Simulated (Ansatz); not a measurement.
# Single-point calculation, with input and output: KF

KF (Fm-3m, 2 atoms in the cell), computed with DFT, r2SCAN, PAW with Ansatz's default frozen-core files, scalar-relativistic; levels and slopes on a fine mesh, independent-particle optical spectra, no spin polarisation (Ansatz 0.2.0).

The structure derives from an entry of the Crystallography Open Database. It belongs to a series of runs on one base structure; here: PAW files in place of LAPW. Figures and captions count atoms from 1; the log counts them from 0 in places.

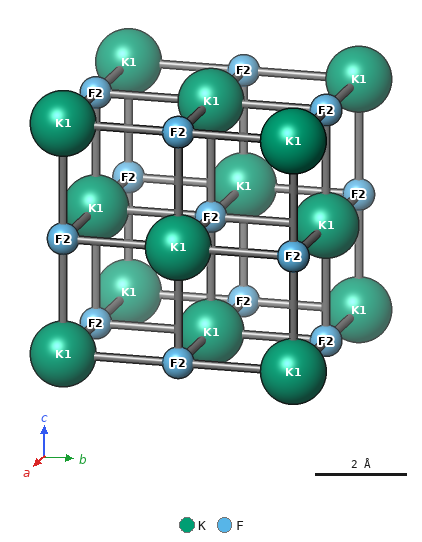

**Figure 1.** The structure as given in the input (ball-and-stick view of the cell 4 times as large as that of the calculation, set on its symmetry axes, seen slightly off an axis; atoms are numbered from 1 in the order of the input). An atom can appear more than once, as a periodic image.

Input:
```yaml
crystal:
  lattice:
    - [0.0, 2.65879497188, 2.65879497188]
    - [2.65879497188, 0.0, 2.65879497188]
    - [2.65879497188, 2.65879497188, 0.0]
  atoms:
    - { symbol: K, position: [0.0, 0.0, 0.0] }
    - { symbol: F, position: [0.5, 0.5, 0.5] }
kpoints:
  mp_grid: { grid: [8, 8, 8] }
scf:
  occupations: { method: fixed }
hamiltonian:
  xc: r2scan
  pseudopotentials: { kind: paw }
output:
  forces: true
  stress: true
  eigenvalues: true
  eigenstates:
    nscf_kmesh: { grid: [12, 12, 12] }
    de_dk: true
    e_range: [-9, 16.90929909572]
  optics:
    e_range: [0, 25]
    de: 0.2
    sigma: 0.15
    bands: { spectra_wanted_up_to: 25 }
    nscf_kmesh: { grid: [12, 12, 12] }
checkpoint:
  write: ck
  write_wavefunctions: false
```

Run on 1 thread of Arm Neoverse V1, 112 GiB of memory available, shared host.

Command:
```bash
ansatz run input.yaml --threads 1 --pin off --max-ram 3072MiB --backend cpu --events-out ev --progress --plain --runs-dir out
```

What the program printed:
```
Engine: ansatz 0.2.0, aarch64-unknown-linux-gnu
Pseudopotentials: kind: paw
Pseudopotential: K, paw, valence charge 9, recommended cutoff 500 eV (meta_gga), K.paw.azcp
Pseudopotential: F, paw, valence charge 7, recommended cutoff 500 eV (meta_gga), F.paw.azcp
Functional definition: r2SCAN
  parameter k0 = 0.174
  parameter k1 = 0.065
  parameter a1 = 4.9479
  exchange = r2scan_x(k0 = k0, k1 = k1, a1 = a1)
  correlation = r2scan_c
Crystal: 2 atoms, lattice volume = 37.591 Å³
Basis set: ecut = 500 eV, 941 PW (Γ), exchange–correlation on 120×120×120 points (64 copies of the dense FFT grid, shifted against one another)
Bands: 12, of which v1, the nominal top of the filled ones, is band 8 counted from 1 (7 counted from 0)
Symmetry: 48 space group operations
Space group: Fm-3m (ITA 225), of the structure as read, at distance tolerance 3.3e-5 Å
k-points: 29 of 512
Non-local potential: K, projectors of the file, l = 0: 3, l = 1: 2, l = 2: 2
Non-local potential: F, projectors of the file, l = 0: 2, l = 1: 2, l = 2: 1
PAW form: soft (Blöchl's): semilocal exchange-correlation on the pseudo side does not see the compensation charge
PAW frozen core: K, regenerated for the run's functional (the file was generated under x = pbe(κ = 0.804, μ = 0.2195149727645171), c = pbe(β = 0.06672455060314922))
PAW frozen core: F, regenerated for the run's functional (the file was generated under x = pbe(κ = 0.804, μ = 0.2195149727645171), c = pbe(β = 0.06672455060314922))
PAW one-centre angular grid: K, 302 points (default); XC on 160 Gauss nodes
PAW one-centre angular grid: F, 302 points (default); XC on 160 Gauss nodes
Initial density: superposition of atomic densities (neutral atoms: chi_scale 0, normalization atom), corrected by the library's trained network
Initial wavefunctions: pseudopotential atomic-orbital guess
Functional: x = r2scan, c = r2scan; τ floored in thin density (d = 2e-4 eV/Å³)
SCF iter   1: F=—  HF=-2355.152250 eV  |F-HF|=—  |Δ(HF+E_count)|=         —  Δρ=7.45e-3  dr2=1.93e-2  dr2_τ=2.76e-2  ethr=1.77e-3  ⟨swp⟩=4.3  Hψ=1891  notcnv=0  defer=46
preconditioner: auto → none  [insulator: Δε(μ)=7.221 eV  Ē_g=18.841 eV  n_scr=14 (ndim 8)  ℏωp=22.7 eV  f_vac=0.128  ε∞_Penn≈2.4]
SCF iter   2: F=—  HF=-2355.192607 eV  |F-HF|=—  |Δ(HF+E_count)|=   4.04e-2  Δρ=5.32e-3  dr2=3.85e-3  dr2_τ=8.74e-4  ethr=1.20e-4  ⟨swp⟩=3.0  Hψ=888  notcnv=0  defer=54
SCF iter   3: F=—  HF=-2355.191697 eV  |F-HF|=—  |Δ(HF+E_count)|=   9.09e-4  Δρ=1.52e-3  dr2=3.13e-4  dr2_τ=6.02e-5  ethr=2.41e-5  ⟨swp⟩=2.0  Hψ=611  notcnv=0  defer=55
SCF iter   4: F=—  HF=-2355.191667 eV  |F-HF|=—  |Δ(HF+E_count)|=   2.99e-5  Δρ=2.15e-4  dr2=4.16e-6  dr2_τ=1.75e-6  ethr=1.96e-6  ⟨swp⟩=3.0  Hψ=557  notcnv=0  defer=56
SCF iter   5: F=—  HF=-2355.191670 eV  |F-HF|=—  |Δ(HF+E_count)|=   2.39e-6  Δρ=3.45e-5  dr2=2.07e-7  dr2_τ=6.27e-8  ethr=2.60e-8  ⟨swp⟩=2.3  Hψ=579  notcnv=0  defer=1
SCF iter   6: F=—  HF=-2355.191670 eV  |F-HF|=—  |Δ(HF+E_count)|=   2.36e-7  Δρ=5.69e-6  dr2=5.13e-9  dr2_τ=1.30e-9  ethr=1.30e-9  ⟨swp⟩=2.6  Hψ=567  notcnv=0
SCF iter   7: F=—  HF=-2355.191670 eV  |F-HF|=—  |Δ(HF+E_count)|=   6.29e-9  Δρ=3.44e-7  dr2=1.65e-11  dr2_τ=7.85e-12  ethr=3.20e-11  ⟨swp⟩=2.0  Hψ=567  notcnv=0
SCF iter   8: F=-2355.191670 eV  HF=-2355.191670 eV  |F-HF|=9.09e-13  |Δ(HF+E_count)|=  4.82e-11  Δρ=4.66e-8  dr2=7.50e-13  dr2_τ=1.63e-13  ethr=1.00e-12  ⟨swp⟩=6.1  Hψ=1925  notcnv=0
SCF 1 converged in 8 iterations: F = -2355.191670 eV  dr2 = 7.50e-13
  greatest PAW one-centre occupation: 0.989 electrons in one spin orbital (limit 2), on the K atom at site 0 (counted from 0), in its partial waves of l = 0
```

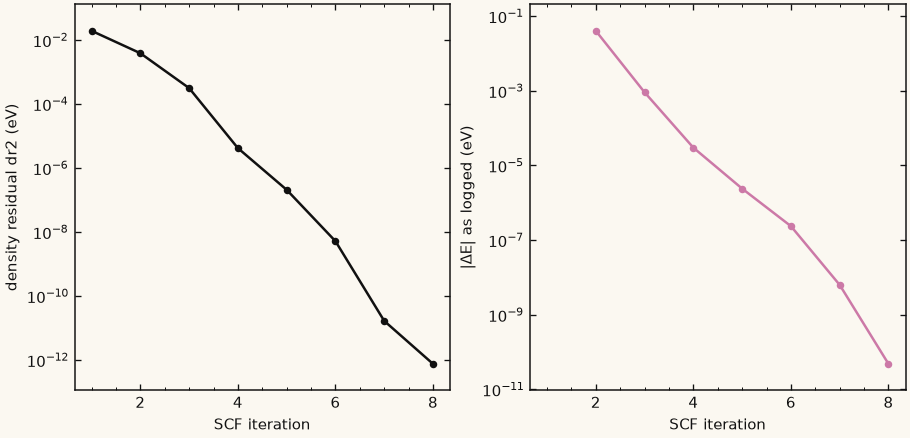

**Figure 2.** Convergence of the self-consistent field: density residual dr2 and size of the energy change against the SCF iteration. The residual falls at every step.

```
NSCF: frozen V_eff on 72 k-points
Optics k sum: 0 of 72 k-points
Optics k sum: 4 of 72 k-points
Optics k sum: 8 of 72 k-points
Optics k sum: 11 of 72 k-points
Optics k sum: 15 of 72 k-points
Optics k sum: 18 of 72 k-points
Optics k sum: 22 of 72 k-points
Optics k sum: 26 of 72 k-points
Optics k sum: 29 of 72 k-points
Optics k sum: 33 of 72 k-points
Optics k sum: 36 of 72 k-points
Optics k sum: 40 of 72 k-points
Optics k sum: 44 of 72 k-points
Optics k sum: 47 of 72 k-points
Optics k sum: 51 of 72 k-points
Optics k sum: 54 of 72 k-points
Optics k sum: 58 of 72 k-points
Optics k sum: 62 of 72 k-points
Optics k sum: 65 of 72 k-points
Optics k sum: 69 of 72 k-points
Optics k sum: 72 of 72 k-points
Optics k sum: 0 of 72 k-points
Optics k sum: 4 of 72 k-points
Optics k sum: 8 of 72 k-points
Optics k sum: 11 of 72 k-points
Optics k sum: 15 of 72 k-points
Optics k sum: 18 of 72 k-points
Optics k sum: 22 of 72 k-points
Optics k sum: 26 of 72 k-points
Optics k sum: 29 of 72 k-points
Optics k sum: 33 of 72 k-points
Optics k sum: 36 of 72 k-points
Optics k sum: 40 of 72 k-points
Optics k sum: 44 of 72 k-points
Optics k sum: 47 of 72 k-points
Optics k sum: 51 of 72 k-points
Optics k sum: 54 of 72 k-points
Optics k sum: 58 of 72 k-points
Optics k sum: 62 of 72 k-points
Optics k sum: 65 of 72 k-points
Optics k sum: 69 of 72 k-points
Optics k sum: 72 of 72 k-points
NSCF: frozen V_eff on 1 k-points
NSCF: frozen V_eff on 72 k-points
output.optics: what the bands over the 31 summed would add to eps1, eps2 and the energy-loss function is held between a lower and an upper bound (6 Lanczos steps). eps1, eps2 and their loss function (loss_summed_bands) are given on every row as the summed bands alone make them. Along an axis, on a row where the two bounds hold the loss function to about 1 % of the greater of itself and 0.5 % of |1/eps|, its cell (loss_completed) is given, with the completed eps1 and eps2 that it is formed of (a cell that is left empty reads nan in the table and null in the record). The two bounds hold it so along every axis on all 126 rows up to 25.000 eV. The run works to bound the rows up to 25.000 eV and no higher ones: a peak of the loss function over that energy may be left empty with no warning. To have the run work for it, set output.optics.bands.spectra_wanted_up_to to a higher energy. perfect_screening_sum, loss_f_sum_n_eff and, beside carriers, perfect_screening_limit are those of loss_summed_bands: over the bounded function the two sums would run over rows that are not all bounded, and lack what the bands left out lay past the top of the energy grid. Bounded is said of the bands left out alone, which are those that the basis at basis.ecutwfc holds: it says nothing of that cutoff, of the k-point mesh, of what the sum inside its cells errs by (eps2_relative_error), of the factors of all_electron_strengths, nor of how far the SCF is converged. The bands left out are taken at the k-points, and what their mean over the points' cells stands off that by is in neither bound: the run's estimate of it, which the test of a row counts in, is 0.01 % of |eps| at the most among the values given; where the mean stood off by over 0.5 % the points' spread read 0.1 to 3 times that
SCF converged after 8 iterations
Free energy (F): -2355.191670 eV
Harris-Foulkes:  -2355.191670 eV  (|F-HF|=9.09e-13)
Internal energy: -2355.191670 eV  (E = F + TS)
E sigma→0 (E₀):  -2355.191670 eV
Fermi energy:    1.016921 eV
--- Per-component energies (eV) ---
  E_band       = -136.907969
  E_kinetic    = 463.808273
  E_local      = -1104.684096  (includes V_loc(G=0)·N_el)
  E_nonlocal   = 85.247036
  E_hartree    = 398.874916
  E_xc         = -214.610029
  E_vxc        = -304.753720  (∫ρ·V_xc dr)
  E_paw        = -990.687771  (= ΣΔE_a)
  E_vpaw       = -94.248407  (= ΣTr[D̂ρ^β])
  E_aug_tail   = 0.001028  (compensation charges beyond the density's cutoff)
  E_vtau       = 19.972082  (kinetic-family band-sum trace: ∫τ·v_τ [+ j·A + Jᵃ·Aᵃ] dr)
  E_ewald      = -992.913451
  E_core_change = -0.227577  (= ΣΔE_core)
  E_smearing   = -0.000000  (= −TS)
  E_closure    = -0.000000  (closes the sum)
  Σ components = -2355.191670   (vs F -2355.191670, Δ=0.00e0)
--- Forces (eV/Å), atoms counted from 1 ---
  atom   1  K     -0.00000000     0.00000000     0.00000000
  atom   2  F      0.00000000    -0.00000000    -0.00000000
  max |Σ_I F_I| component: 3.05e-29 eV/Å
--- Stress (GPa, compression-positive) ---
        0.012754      -0.000000       0.000000
        0.000000       0.012754      -0.000000
       -0.000000       0.000000       0.012754
  P = ⅓ Tr σ = 0.0128 GPa (0.128 kbar)
--- Band table (eV; the first three rows and the last of 29) ---
  k-point 0: bands = ["-25.9832", "-18.7801", "-8.4542", "-8.4542", "-8.4542", "1.0169", "1.0169", "1.0169", "7.9262", "12.5164", "12.5164", "12.5164"]
  k-point 1: bands = ["-25.9683", "-18.7938", "-8.4969", "-8.4595", "-8.4595", "0.8815", "0.9639", "0.9639", "8.3641", "12.2166", "12.7325", "12.7325"]
  k-point 2: bands = ["-25.9321", "-18.8271", "-8.5992", "-8.4723", "-8.4723", "0.5907", "0.8386", "0.8386", "9.4524", "11.8158", "13.2717", "13.2717"]
  k-point 28: bands = ["-25.8555", "-18.8319", "-8.8593", "-8.8593", "-8.5440", "0.6149", "0.8697", "0.8697", "11.4030", "11.4030", "13.2297", "15.4660"]
--- Fermi surface from the table of eigenstates not read: on its mesh, or on one of the eight of every second point, the electrons fill whole bands (an insulator's do; a metal wants a denser output.eigenstates.nscf_kmesh) ---
```

Key numbers:

```tsv
quantity	value
outcome	converged
space group (tolerance 0.01 Å)	Fm-3m (225)
electrons treated	16
free energy	−2355.1917 eV
Fermi energy	1.017 eV
gap on the k-point mesh	6.91 eV
pressure	0.01 GPa
largest force (length of the vector)	under 0.001 eV/Å
wall time	39 s
peak memory	0.69 GiB
```
